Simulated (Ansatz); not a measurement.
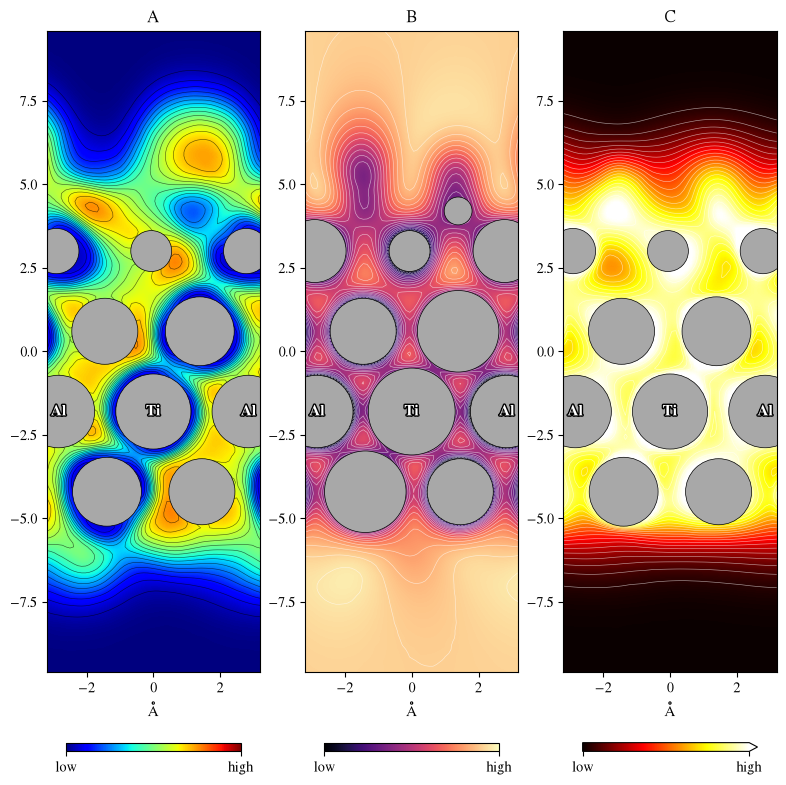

TiAl (slab): 3 fields on the (100) plane of the calculation cell, a cut from vacuum to vacuum, with unlabelled colour scales. Grey discs cover the atomic cores.

Not relaxed (largest force 0.7 eV/Å); computed without spin polarisation.

All numbers below come from Ansatz 0.2.0, DFT r2SCAN, scalar-relativistic, plane waves, PAW.

**The panels show electron localisation function, electrostatic potential energy of an electron and valence pseudo-density in some order. Assign them.**

Panel A: electron localisation function. Panel B: electrostatic potential energy of an electron (low next to the atoms, rising into the space between them). Panel C: valence pseudo-density. From the grid: Ti–Al (2.84 Å): the density is about 0.2 e/Å³ at the midpoint; the ELF is about 0.40 at the midpoint.
